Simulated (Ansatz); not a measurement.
C: single-point calculation

System: C (4 atoms in the cell).
Method: DFT PBE+D3(BJ), scalar-relativistic, plane waves, PAW, no spin polarisation (Ansatz 0.2.0).

The structure derives from an entry of the Crystallography Open Database. Figures and captions count atoms from 1; the log counts them from 0 in places.

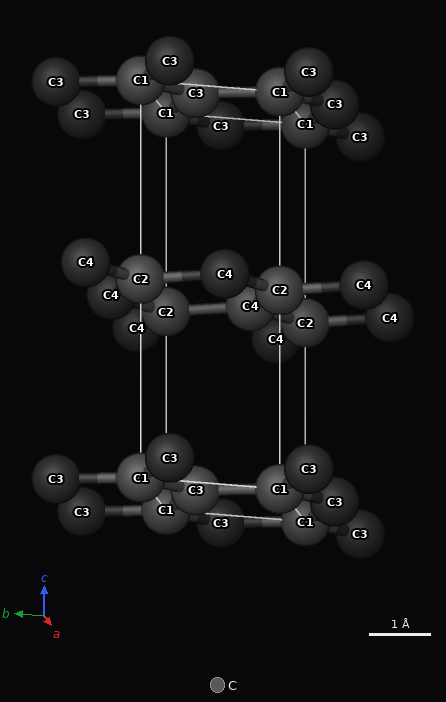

The input geometry (ball-and-stick view of the cell of the calculation, seen at an oblique angle; neighbours outside the cell are drawn fainter; atoms are numbered from 1 in the order of the input). An atom can appear more than once, as a periodic image. Near neighbours in the periodic cell (some may lie outside the picture): C has 3 C at 1.43 Å.

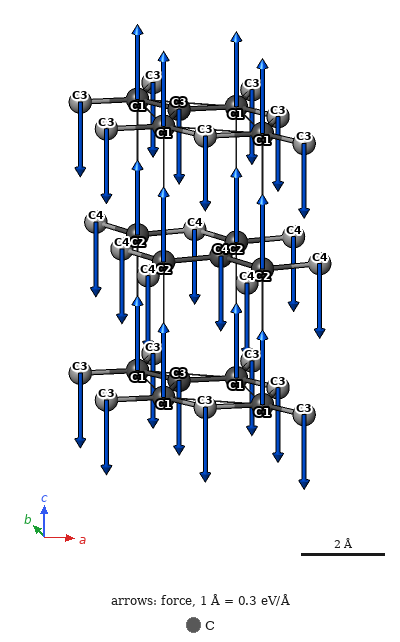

Forces on the atoms as blue arrows (ball-and-stick view of the cell of the calculation, seen slightly off an axis; neighbours outside the cell are drawn fainter; atoms are numbered from 1 in the order of the input). The largest act on all 4 C atoms (0.57 eV/Å). The geometry is not a stationary point of this energy.

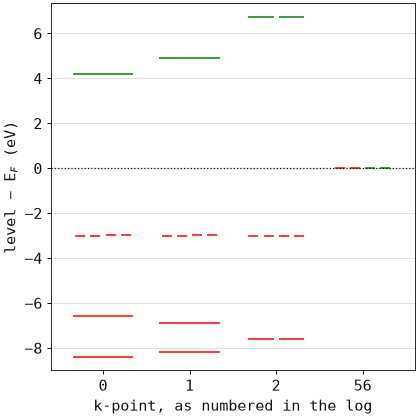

Kohn–Sham levels near the Fermi level (dotted) at the few k-points that the log prints; levels within 0.02 eV of each other stand side by side. The system is metallic on the full mesh.

These pictures come from the run below.

Input file
```yaml
crystal:
  lattice:
    - [2.4699988104, 0.0, 0.0]
    - [-1.2349994052, 2.1390817171, 0.0]
    - [0.0, 0.0, 6.79]
  atoms:
    - { symbol: C, position: [0.0, 0.0, 0.0] }
    - { symbol: C, position: [0.0, 0.0, 0.5] }
    - { symbol: C, position: [0.3333333333, 0.6666666667, 0.005] }
    - { symbol: C, position: [0.6666666667, 0.3333333333, 0.505] }
basis:
  ecutwfc: 420
kpoints:
  mp_grid: { grid: [12, 12, 4] }
hamiltonian:
  xc: pbe
  dispersion: d3bj
scf:
  occupations: { method: gaussian, width: 0.1 }
output:
  forces: true
  stress: true
  eigenvalues: true
```

Launched with:
```bash
ansatz run input.yaml --threads 2 --pin off --max-ram 5120MiB --backend cpu --events-out ev --progress --plain --runs-dir out
```

The program's output
```
Engine: ansatz 0.2.0, x86_64-unknown-linux-gnu
Pseudopotentials: kind: paw
Pseudopotential: C, paw, valence charge 4, recommended cutoff 420 eV (normal), C.paw.azcp
Functional definition: PBE
  parameter kappa = 0.804
  parameter beta = 0.06672455060314922
  exchange = pbe_x(kappa = kappa, mu = beta*pi^2/3)
  correlation = pbe_c(beta = beta)
Crystal: 4 atoms, lattice volume = 35.875 Å³
Basis set: ecut = 420 eV, 665 PW (Γ), exchange–correlation on 36×36×96 points (8 copies of the dense FFT grid, shifted against one another)
Bands: 12, of which v1, the nominal top of the filled ones, is band 8 counted from 1 (7 counted from 0)
Symmetry: 12 space group operations
Space group: P63mc (ITA 186), of the structure as read, at distance tolerance 3.3e-5 Å
k-points: 57 of 576 (time reversal used)
Non-local potential: C, projectors of the file, l = 0: 2, l = 1: 2, l = 2: 1
PAW form: soft (Blöchl's): semilocal exchange-correlation on the pseudo side does not see the compensation charge
PAW one-centre angular grid: C, 110 points (default); XC on 64 Gauss nodes
Initial density: superposition of atomic densities (neutral atoms: chi_scale 0, normalization atom), corrected by the library's trained network
Initial wavefunctions: pseudopotential atomic-orbital guess
Functional: x = pbe(κ = 0.804, μ = 0.2195149727645171), c = pbe(β = 0.06672455060314922)
SCF iter   1: F=—  HF=-1004.313077 eV  |F-HF|=—  |Δ(HF+E_count)|=         —  Δρ=2.66e-3  dr2=2.21e-3  ethr=1.77e-3  ⟨swp⟩=5.3  Hψ=3695  notcnv=0
preconditioner: auto → none  [metal: Δε(μ)=0.004 eV  Ē_g=15.655 eV  σ=0.100 eV  W_gap=0.02  n_scr=4 (ndim 8)  ℏωp=24.8 eV  f_vac=0.004  D(μ)=0.39/eV (n_scr^D=2)  sad-step TF]
SCF iter   2: F=—  HF=-1004.313530 eV  |F-HF|=—  |Δ(HF+E_count)|=   4.54e-4  Δρ=1.61e-3  dr2=9.94e-4  ethr=1.38e-5  ⟨swp⟩=1.8  Hψ=1395  notcnv=0
SCF iter   3: F=—  HF=-1004.313451 eV  |F-HF|=—  |Δ(HF+E_count)|=   7.88e-5  Δρ=2.82e-4  dr2=1.10e-5  ethr=6.21e-6  ⟨swp⟩=2.1  Hψ=1136  notcnv=0
SCF iter   4: F=—  HF=-1004.313481 eV  |F-HF|=—  |Δ(HF+E_count)|=   2.92e-5  Δρ=3.84e-5  dr2=5.53e-7  ethr=6.88e-8  ⟨swp⟩=2.4  Hψ=1099  notcnv=0
iter 5 did not close the SCF: its close was put off for the readings that it lacked (scf_convergence_deferred on its scf_iter line)
SCF iter   5: F=-1004.313481 eV  HF=-1004.313481 eV  |F-HF|=8.92e-9  |Δ(HF+E_count)|=   9.54e-8  Δρ=1.13e-5  dr2=2.32e-8  ethr=3.46e-9  ⟨swp⟩=2.4  Hψ=1139  notcnv=0
SCF iter   6: F=-1004.313481 eV  HF=-1004.313481 eV  |F-HF|=3.34e-10  |Δ(HF+E_count)|=   2.75e-9  Δρ=2.03e-6  dr2=5.84e-10  ethr=1.45e-10  ⟨swp⟩=2.3  Hψ=2526  notcnv=0
SCF 1 converged in 6 iterations: F = -1004.313481 eV  dr2 = 5.84e-10
  greatest PAW one-centre occupation: 0.671 electrons in one spin orbital (limit 2), on the C atom at site 1 (counted from 0), in its partial waves of l = 0
SCF converged after 6 iterations
Free energy (F): -1004.313481 eV
Harris-Foulkes:  -1004.313481 eV  (|F-HF|=3.34e-10)
Internal energy: -1004.311539 eV  (E = F + TS)
E sigma→0 (E₀):  -1004.312510 eV
Entropy (-TS):   -0.001942 eV (-0.485 meV/atom)
Fermi energy:    6.798086 eV
--- Per-component energies (eV) ---
  E_band       = -36.701099
  E_kinetic    = 362.960991
  E_local      = -621.308507  (includes V_loc(G=0)·N_el)
  E_nonlocal   = 109.039493
  E_hartree    = 188.632618
  E_xc         = -191.855039
  E_vxc        = -237.539899  (∫ρ·V_xc dr)
  E_paw        = -397.297951  (= ΣΔE_a)
  E_vpaw       = -27.118228  (= ΣTr[D̂ρ^β])
  E_aug_tail   = 0.000029  (compensation charges beyond the density's cutoff)
  E_ewald      = -453.866923
  E_disp       = -0.616250  (pairwise vdW)
  E_smearing   = -0.001942  (= −TS)
  E_closure    = 0.000000  (closes the sum)
  Σ components = -1004.313481   (vs F -1004.313481, Δ=0.00e0)
--- Forces (eV/Å), atoms counted from 1 ---
  atom   1  C      0.00000000    -0.00000000     0.56820158
  atom   2  C      0.00000000     0.00000000     0.56820158
  atom   3  C      0.00000000     0.00000000    -0.56823289
  atom   4  C      0.00000000    -0.00000000    -0.56823289
  max |Σ_I F_I| component: 6.26e-5 eV/Å
--- Stress (GPa, compression-positive) ---
       -2.551907      -0.000000       0.000000
        0.000000      -2.551907       0.000000
        0.000000       0.000000      -0.455243
  P = ⅓ Tr σ = -1.8530 GPa (-18.530 kbar)
--- Band table (eV; the first three rows and the last of 57) ---
  k-point 0: bands = ["-12.7850", "-12.5102", "-1.6225", "0.2360", "3.7913", "3.7913", "3.8071", "3.8071", "10.9939", "15.1068", "15.1068", "15.1523"]
  k-point 1: bands = ["-12.7468", "-12.5527", "-1.3895", "-0.0891", "3.7936", "3.7936", "3.8047", "3.8047", "11.7090", "15.1123", "15.1123", "15.1456"]
  k-point 2: bands = ["-12.6519", "-12.6519", "-0.7827", "-0.7827", "3.7988", "3.7988", "3.7988", "3.7988", "13.5369", "13.5369", "15.1283", "15.1283"]
  k-point 56: bands = ["-5.7559", "-5.7559", "-5.7502", "-5.7502", "-3.6907", "-3.6907", "6.7959", "6.7959", "6.8132", "6.8132", "16.9670", "16.9670"]
```

Results in brief

| quantity | value |
| --- | --- |
| outcome | converged |
| space group (tolerance 0.01 Å) | P6₃mc (186) |
| electrons treated | 16 |
| free energy | −1004.3135 eV |
| Fermi energy | 6.798 eV |
| gap on the k-point mesh | none (metallic) |
| pressure | −1.85 GPa |
| largest force (length of the vector) | 0.568 eV/Å |
| hardware | 2 threads of AMD EPYC (Zen 3), 32 GiB of memory available, shared host |
| wall time | 0.81 s (CPU time 1.5 s) |
| peak memory | 0.34 GiB |
